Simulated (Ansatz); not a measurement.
# Hafnium, hcp under RPBE: structure, energy and stiffness

The plan for hafnium in the hcp structure: relax it, solve it on a dense k-mesh, switch on spin-orbit coupling, then scale the cell to 7 volumes from 88 to 112 % of the relaxed one and try a fit of the equation of state. The k-meshes are 11×11×6 for the relaxation; 18×18×10 for the dense run; 11×11×6 for spin-orbit coupling; 18×18×10 for the volumes. The starting cell is the deposited one, from the Crystallography Open Database.

Program: Ansatz 0.2.0. Level of theory: DFT RPBE, plane waves (420 eV) with PAW, scalar-relativistic; PAW files made under PBE, frozen cores solved again for the functional. These are calculated values, not measurements.

### 1 The system as given

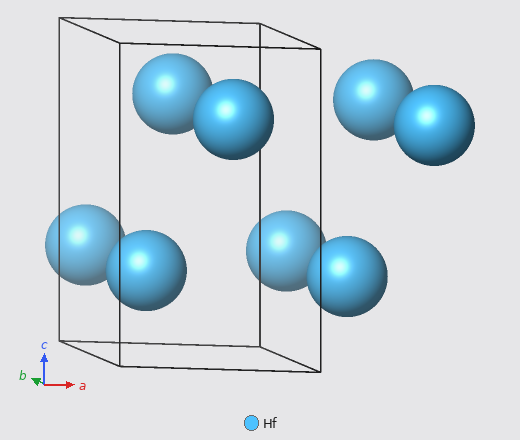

Start, viewed slightly off an axis; hafnium blue. 2×2×1 cells are drawn. Any atoms on the faces are drawn again on the opposite ones.

As a file:

```cif
data_structure
_symmetry_space_group_name_H-M 'P6_3/mmc'
_symmetry_Int_Tables_number 194
_cell_length_a 3.1967
_cell_length_b 3.1967
_cell_length_c 5.0578
_cell_angle_alpha 90.000
_cell_angle_beta 90.000
_cell_angle_gamma 120.000
_cell_volume 44.76
loop_
_atom_site_label
_atom_site_type_symbol
_atom_site_symmetry_multiplicity
_atom_site_Wyckoff_symbol
_atom_site_fract_x
_atom_site_fract_y
_atom_site_fract_z
_atom_site_occupancy
Hf1 Hf 2 c 0.33333 0.66667 0.25000 1
```

### 2 Relaxation of the cell

Input file input.yaml:

```yaml
crystal:
  lattice:
    - [3.1966985242, 0.0, 0.0]
    - [-1.5983492621, 2.7684221302, 0.0]
    - [0.0, 0.0, 5.0578]
  atoms:
    - { symbol: Hf, position: [0.3333333333, 0.6666666667, 0.25] }
    - { symbol: Hf, position: [0.6666666667, 0.3333333333, 0.75] }
hamiltonian:
  xc: rpbe
  pseudopotentials:
    kind: paw
    azcp:
      Hf: "pseudopotentials/Hf.paw.azcp"
basis:
  ecutwfc: 420
  fft_grid_basis: typed
kpoints:
  mp_grid: { grid: [11, 11, 6], shift: [0, 0, 0] }
magnetization:
  spin_polarized: false
scf:
  occupations: { method: fermi_dirac, width: 0.1 }
relax:
  max_steps: 60
  f_tol: 0.01
  cell: {}
```

Output (excerpt; [...] marks lines left out):

```text
[...]
Pseudopotentials: kind: paw
Pseudopotential: Hf, paw, valence charge 26, recommended cutoff 420 eV (normal), <dir>
Functional definition: RPBE
[...]
Crystal: 2 atoms, lattice volume = 44.761 Å³
Basis set: ecut = 420 eV, 881 PW (Γ), exchange–correlation on 48×48×72 points (8 copies of the dense FFT grid, shifted against one another)
Bands: 32, of which v1, the nominal top of the filled ones, is band 26 counted from 1 (25 counted from 0)
Symmetry: 24 space group operations
Space group: P63/mmc (ITA 194), of the structure as read, at distance tolerance 3.6e-5 Å
k-points: 64 of 726
[...]
SCF iter   1: F=—  HF=-31467.586460 eV  |F-HF|=—  |Δ(HF+E_count)|=         —  Δρ=3.95e-3  dr2=3.42e-3  ethr=1.77e-3  ⟨swp⟩=4.5  Hψ=6737  notcnv=0
[...]
relax step   1: F+E_penalty+E_count = -31467.58824251 eV  Δ(F+E_penalty+E_count) = +0.000e0 eV  max|allowed force component| = 1.665e-16 eV/Å  Δτ_max = 0.0000 Å  P = +3.731 GPa  Ω = 44.761 Å³  (7 SCF iters, dr2 threshold 1.00e-7 eV, accepted)
[...]
relax step   4: F+E_penalty+E_count = -31467.60562334 eV  Δ(F+E_penalty+E_count) = -8.973e-5 eV  max|allowed force component| = 2.961e-16 eV/Å  Δτ_max = 0.0000 Å  P = +0.003 GPa  Ω = 46.333 Å³  energy of the carried Pulay correction = -5.023e-4 eV  (3 SCF iters, dr2 threshold 1.12e-7 eV, accepted)
[...]
relax step   5: F+E_penalty+E_count = -31467.60612130 eV  Δ(F+E_penalty+E_count) = -4.980e-4 eV  max|allowed force component| = 3.331e-16 eV/Å  Δτ_max = 0.0000 Å  P = +0.001 GPa  Ω = 46.333 Å³  stress off target by 3.02e-3 GPa  SCF on the basis re-selected at this cell (its energy is not [...]
SCF converged after 7 iterations
Free energy (F): -31467.606121 eV
[...]
E sigma→0 (E₀):  -31467.577856 eV
Entropy (-TS):   -0.056530 eV (-28.265 meV/atom)
Fermi energy:    19.246468 eV
[...]
--- Forces (eV/Å), atoms counted from 1 ---
  atom   1  Hf    -0.00000000     0.00000000     0.00000000
  atom   2  Hf    -0.00000000    -0.00000000    -0.00000000
[...]
--- Stress (GPa, compression-positive) ---
        0.000609       0.000000      -0.000000
        0.000000       0.000609      -0.000000
       -0.000000      -0.000000       0.003023
  P = ⅓ Tr σ = 0.0014 GPa (0.014 kbar)
--- Relaxed structure (4 steps of the walk, 3 accepted, 1 SCFs on fresh bases) ---
  F+E_penalty+E_count = -31467.60612130 eV   max|allowed force component| = 3.331e-16 eV/Å   (the final SCF, on the basis selected at the relaxed cell)
  cell:  # Å, volume = 46.3335 Å³
    - [3.233254671948614, -1.849576681805057e-33, -1.3782684208170512e-18]
    - [-1.616627335974307, 2.8000806828122213, 6.891342104085257e-19]
    - [-2.18068922234379e-18, 9.144971044355029e-35, 5.117812464665226]
  atoms:
    - { symbol: Hf, position: [0.3333333333333333, 0.6666666666666666, 0.25] }
    - { symbol: Hf, position: [0.6666666666666666, 0.3333333333333333, 0.75] }
```

Run time: 29 s. Hardware: 1 thread of an x86-64 CPU, shared host; peak memory 0.59 GiB.

Step by step:

| step | energy change (meV/atom) | largest force (eV/Å) | pressure (GPa) | volume (Å³/atom) | accepted |
| --- | --- | --- | --- | --- | --- |
| 1 | 0.00 | 0.0000 | 3.73 | 22.380 | yes |
| 2 | 8.17 | 0.0000 | -4.49 | 24.304 | no |
| 3 | -8.65 | 0.0000 | -0.20 | 23.214 | yes |
| 4 | -8.69 | 0.0000 | 0.00 | 23.167 | yes |
| 5 | -8.94 | 0.0000 | 0.00 | 23.167 | yes |

Steps that repeat a cell are solved on a basis chosen anew, so their changes of energy are no gain of the relaxation.

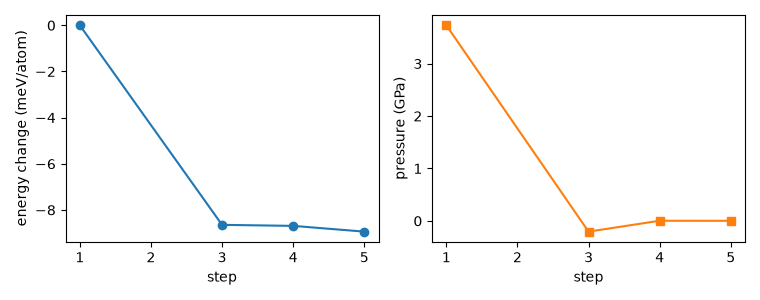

Energy and pressure over the accepted steps.

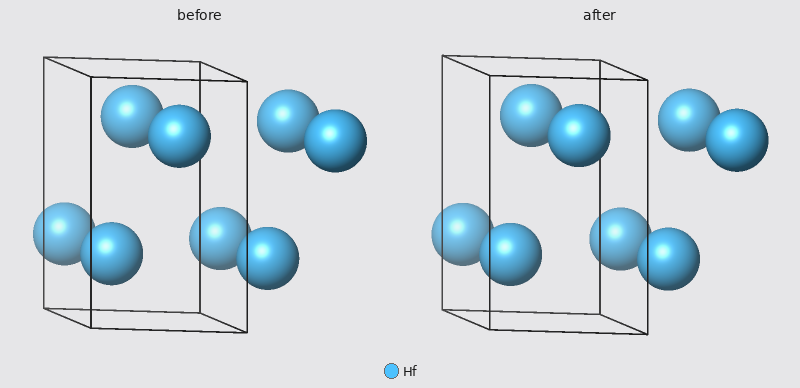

Start and end of the relaxation side by side. The cells drawn are those of the first picture.

The cell of the run, before and after:

|  | before | after | change |
| --- | --- | --- | --- |
| a (Å) | 3.197 | 3.233 | +1.1 % |
| b (Å) | 3.197 | 3.233 | +1.1 % |
| c (Å) | 5.058 | 5.118 | +1.2 % |
| volume (Å³/atom) | 22.380 | 23.167 | +3.5 % |
| shortest distance (Å) | 3.131 | 3.167 | +1.2 % |
| space group (spins left aside) | P6_3/mmc | P6_3/mmc | same |

### 3 Dense single point

Input file input.yaml:

```yaml
crystal:
  lattice:
    - [3.2332546719, 0.0, 0.0]
    - [-1.616627336, 2.8000806828, 0.0]
    - [0.0, 0.0, 5.1178124647]
  atoms:
    - { symbol: Hf, position: [0.3333333333, 0.6666666667, 0.25] }
    - { symbol: Hf, position: [0.6666666667, 0.3333333333, 0.75] }
hamiltonian:
  xc: rpbe
  pseudopotentials:
    kind: paw
    azcp:
      Hf: "pseudopotentials/Hf.paw.azcp"
basis:
  ecutwfc: 420
  fft_grid_basis: typed
kpoints:
  mp_grid: { grid: [18, 18, 10], shift: [0, 0, 0] }
magnetization:
  spin_polarized: false
scf:
  occupations: { method: fermi_dirac, width: 0.1 }
```

Output (excerpt; [...] marks lines left out):

```text
[...]
[... 3 set-up lines as earlier in the session ...]
[...]
Crystal: 2 atoms, lattice volume = 46.333 Å³
Basis set: ecut = 420 eV, 929 PW (Γ)
Bands: 32, of which v1, the nominal top of the filled ones, is band 26 counted from 1 (25 counted from 0)
[... 2 set-up lines as earlier in the session ...]
k-points: 222 of 3240
[...]
SCF iter   1: F=—  HF=-31467.603910 eV  |F-HF|=—  |Δ(HF+E_count)|=         —  Δρ=3.96e-3  dr2=3.87e-3  ethr=1.77e-3  ⟨swp⟩=4.2  Hψ=23218  notcnv=0
[...]
SCF iter   7: F=-31467.605484 eV  HF=-31467.605484 eV  |F-HF|=1.53e-8  |Δ(HF+E_count)|=   1.81e-7  Δρ=7.33e-6  dr2=2.44e-8  ethr=1.60e-10  ⟨swp⟩=3.2  Hψ=19254  notcnv=0
[...]
SCF converged after 7 iterations
Free energy (F): -31467.605484 eV
[...]
E sigma→0 (E₀):  -31467.577262 eV
Entropy (-TS):   -0.056444 eV (-28.222 meV/atom)
Fermi energy:    19.247809 eV
[...]
```

Wall time 19 s (1 thread of an x86-64 CPU, shared host); peak memory 0.7 GiB.

### 4 Spin-orbit coupling switched on

Edit input.yaml of step 3 so:

```diff
@@ -11,3 +11,3 @@
   pseudopotentials:
-    kind: paw
+    kind: paw_fr
     azcp:
@@ -18,5 +18,6 @@
 kpoints:
-  mp_grid: { grid: [18, 18, 10], shift: [0, 0, 0] }
+  mp_grid: { grid: [11, 11, 6], shift: [0, 0, 0] }
 magnetization:
-  spin_polarized: false
+  noncollinear: true
+  spin_orbit: true
 scf:
```

Output (excerpt; [...] marks lines left out):

```text
[...]
Pseudopotentials: kind: paw_fr
Pseudopotential: Hf, paw_fr, valence charge 26, recommended cutoff 420 eV (normal), <dir>
[... 1 set-up line as earlier in the session ...]
[...]
non-collinear run that drives no moment, with spin-orbit: no starting moment large enough to seed its density (crystal.atoms[].spin), no starting occupations that ask for one, no magnetisation constraint and no magnetic field, so the semilocal B_xc is pinned to zero
Crystal: 2 atoms, lattice volume = 46.333 Å³
Basis set: ecut = 420 eV, 929 PW (Γ)
Bands: 64, of which v1, the nominal top of the filled ones, is band 52 counted from 1 (51 counted from 0)
Symmetry: 24 space group operations + 24 with time reversal
Magnetic group: BNS 194.264 (UNI 1494), of the structure as read, at distance tolerance 3.6e-5 Å
k-points: 64 of 726
Projection manifold: j_resolved (fully-relativistic pseudo-atomic orbitals)
[...]
spin=Noncollinear: Kerker preconditioning applied to the charge; magnetization (m_x, m_y, m_z) channels mix plain (no charge-response kernel on spin).
[...]
SCF iter   8: F=-31504.798813 eV  HF=-31504.798813 eV  |F-HF|=2.30e-9  |Δ(HF+E_count)|=   5.99e-8  Δρ=9.84e-6  dr2=3.78e-8  dr2_m=0.00e0 (ungated)  ethr=1.92e-10  |M|=0.00e0 ∫|m|=0.00e0 μB  |m|>n=0.0e0 m-floor=0.0e0 τ_xc=0.0e0  ⟨swp⟩=2.9  Hψ=6891  notcnv=0
[...]
SCF converged after 8 iterations
Magnetization: |M| = 0.0000 μB,  M = (+0.0000, +0.0000, +0.0000) μB
Absolute magnetization: 0.0000 μB (∫|m|)
  site 0: m = (+0.0000, +0.0000, +0.0000) μB, |m| = 0.0000 μB  (R = 1.31 Å)
  site 1: m = (+0.0000, +0.0000, +0.0000) μB, |m| = 0.0000 μB  (R = 1.31 Å)
Free energy (F): -31504.798813 eV
[...]
E sigma→0 (E₀):  -31504.770199 eV
Entropy (-TS):   -0.057228 eV (-28.614 meV/atom)
Fermi energy:    19.223421 eV
[...]
```

Run time: 31 s. Hardware: 1 thread of an x86-64 CPU, shared host; peak memory 0.74 GiB.

Side by side:

|  | scalar-relativistic | with spin-orbit coupling |
| --- | --- | --- |
| k-mesh | 18×18×10 | 11×11×6 |
| gap on the mesh | none (levels filled in part) | none (levels filled in part) |

The meshes differ, so small differences between the columns need not come from spin-orbit coupling.

### 5 At 88 % of the relaxed volume

Input file input.yaml:

```yaml
crystal:
  lattice:
    - [3.0983761276, 0.0, 0.0]
    - [-1.5491880638, 2.683272437, 0.0]
    - [0.0, 0.0, 4.9043176536]
  atoms:
    - { symbol: Hf, position: [0.3333333333, 0.6666666667, 0.25] }
    - { symbol: Hf, position: [0.6666666667, 0.3333333333, 0.75] }
hamiltonian:
  xc: rpbe
  pseudopotentials:
    kind: paw
    azcp:
      Hf: "pseudopotentials/Hf.paw.azcp"
basis:
  ecutwfc: 420
  fft_grid_basis: typed
kpoints:
  mp_grid: { grid: [18, 18, 10], shift: [0, 0, 0] }
magnetization:
  spin_polarized: false
scf:
  occupations: { method: fermi_dirac, width: 0.1 }
output:
  stress: true
```

Output (excerpt; [...] marks lines left out):

```text
[...]
[... 3 set-up lines as earlier in the session ...]
[...]
Crystal: 2 atoms, lattice volume = 40.773 Å³
Basis set: ecut = 420 eV, 773 PW (Γ)
Bands: 32, of which v1, the nominal top of the filled ones, is band 26 counted from 1 (25 counted from 0)
[... 1 set-up line as earlier in the session ...]
Space group: P63/mmc (ITA 194), of the structure as read, at distance tolerance 3.4e-5 Å
k-points: 222 of 3240
[...]
SCF iter   1: F=—  HF=-31467.351108 eV  |F-HF|=—  |Δ(HF+E_count)|=         —  Δρ=4.29e-3  dr2=3.62e-3  ethr=1.77e-3  ⟨swp⟩=4.5  Hψ=23499  notcnv=0
[...]
SCF iter   7: F=-31467.352645 eV  HF=-31467.352645 eV  |F-HF|=2.79e-9  |Δ(HF+E_count)|=   3.55e-8  Δρ=4.71e-6  dr2=7.75e-9  ethr=1.30e-10  ⟨swp⟩=4.8  Hψ=27496  notcnv=0
[...]
SCF converged after 7 iterations
Free energy (F): -31467.352645 eV
[...]
E sigma→0 (E₀):  -31467.327051 eV
Entropy (-TS):   -0.051189 eV (-25.594 meV/atom)
Fermi energy:    22.114796 eV
[...]
--- Stress (GPa, compression-positive) ---
       15.820463       0.000000       0.000000
        0.000000      15.820463       0.000000
        0.000000       0.000000      16.505785
  P = ⅓ Tr σ = 16.0489 GPa (160.489 kbar)
```

Wall time 18 s (1 thread of an x86-64 CPU, shared host); peak memory 0.68 GiB.

(Part 1 of 2 ends here.)
